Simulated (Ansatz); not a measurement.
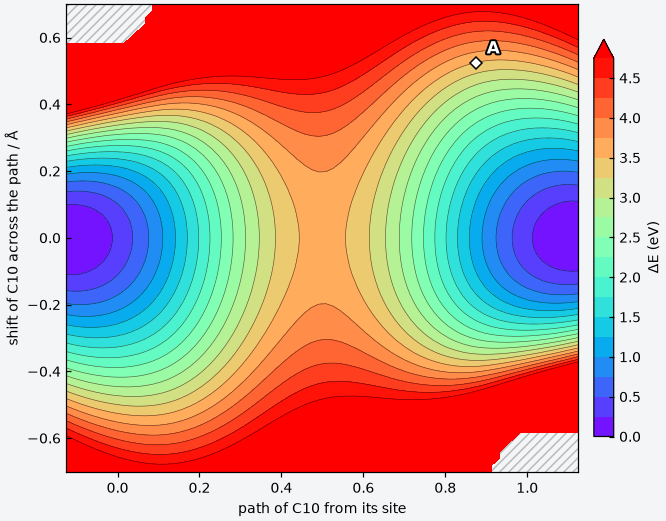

C (Fd-3m phase) with one C vacancy (15 atoms in the cell). An atom moved over a plane that holds its own site and a neighbouring vacancy (x along [2 −2 1] of the conventional cell). Coordinates scanned: (1) path of C10 from its site (0) to the vacancy (1), 1.539 Å; (2) shift of C10 across the path, along the Cartesian direction [−1 1 2]. Nothing is relaxed (all other atoms held at the sites of the perfect crystal). The grid has 11 × 9 points; 48 points were computed and 47 follow by symmetry. At 4 points there is no value (left out of the scan, as a rule where atoms come close). Points are written as (first, second). Energies: eV per cell, counted from the lowest grid point. These are results of DFT PBEsol, scalar-relativistic, plane waves, PAW (Ansatz 0.2.0), not measurements. Settings: cutoff 420 eV, k-mesh 6×6×6, gaussian smearing 0.05 eV, no spin polarisation.

Drawn: filled contours, one colour for all values above the top of the scale, hatched blanks where no value was computed, the point A. Between grid points the surface is interpolated.

Is A at rest? If not, where is it pushed?

Answer. A, at (0.875, 0.525 Å), is not a stationary point. The computed force is 2.2 eV for each unit of the axis towards larger values of the first coordinate and 7.7 eV for each Å towards smaller values of the second coordinate.

PAW datasets: the set soft_1.
